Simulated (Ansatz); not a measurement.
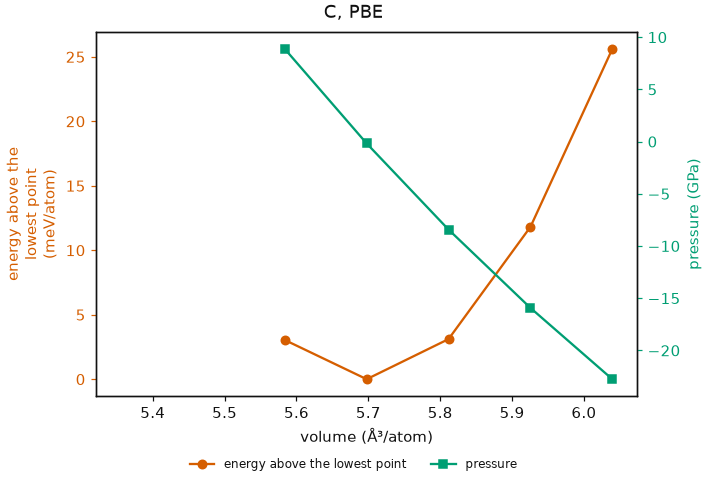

Plotted: energy above the lowest point and pressure against volume for C, space group Fd-3m (No. 227) (one of a set of cubic test structures, which need not be the stable phase).

Method: equation of state of a cubic crystal from periodic Kohn-Sham density functional theory without spin, third-order Birch-Murnaghan fit to the free energies; pressure corrected for the finite basis (Ansatz 0.2.0 development build). Level: PBE.

- structure type: diamond
- atoms in cell: 2
- space group number: 227
- lattice centring: face-centred primitive
- k mesh: 52×52×52
- occupation method: Fermi–Dirac
- occupation width: 0.06123 eV
- wave cutoff: 420 eV
- datasets: soft-1 PAW
- density tolerance: 1e−07 eV
- bands: 8
- density cutoff ratio: 4
- search for lower states: default

The points at volume 5.3558 Å³/atom and 5.4698 Å³/atom are left out of the plot. What values does the calculation give there?

| volume (Å³/atom) | energy above the lowest point (meV/atom) | pressure (GPa) |
| --- | --- | --- |
| 5.3558 | 30.1 | 29.8 |
| 5.4698 | 12.8 | 18.8 |
